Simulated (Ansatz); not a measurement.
System: SnO, space group P4/nmm, 4 atoms in the cell.

Space group P4/nmm:1 (No. 129). a = 3.814 Å, b = 3.814 Å, c = 4.887 Å, α = 90.00°, β = 90.00°, γ = 90.00°
```
atom  site  symmetry       x       y       z
  Sn    2c       4mm  0.5000  0.0000  0.7646
   O    2a      -4m2  0.0000  0.0000  0.0000
```

Ansatz 0.2.0; PBEsol, all-electron LAPW, inner shells corrected to Dirac's equation, no spin polarisation, no spin-orbit coupling, 7×7×6 k mesh.

What will the band structure look like? The path is Γ–X–M–Γ–Z–R–A–Z.

A semiconductor. The gap along this path is 0.12 eV and indirect, from the valence-band top between Γ and X to the conduction-band bottom at M; the smallest direct gap is 1.99 eV, between Γ and Z. It is not wide against the smearing used. At Γ the top valence band lies only 0.01 eV lower. The top valence band spans 2.7 eV and the lowest conduction band 3.0 eV. The direct gaps are 4.85 eV at A, 5.78 eV at X and 4.23 eV at R.

LDA, GGA and most meta-GGA functionals understate gaps. The usual form of SnO is litharge (tetragonal).

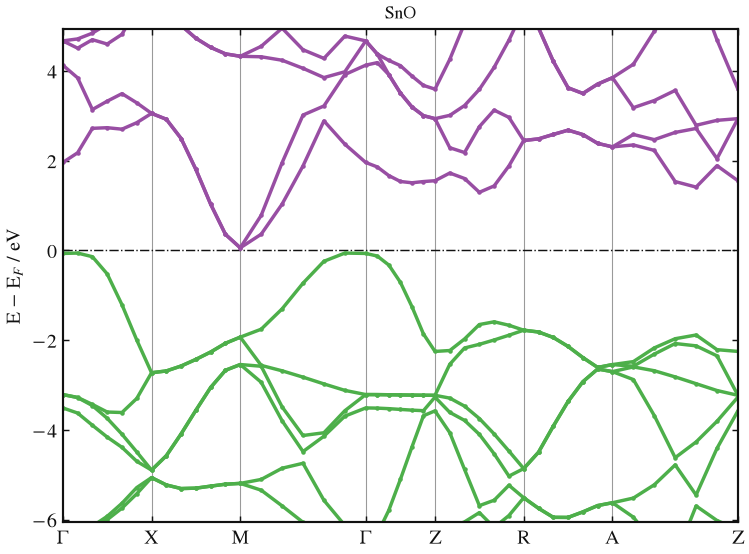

Band structure. Energies are counted from the Fermi level, put mid-gap where there is a gap. The path runs straight from each named point to the next. The path has few k points, so lines between them are rough.
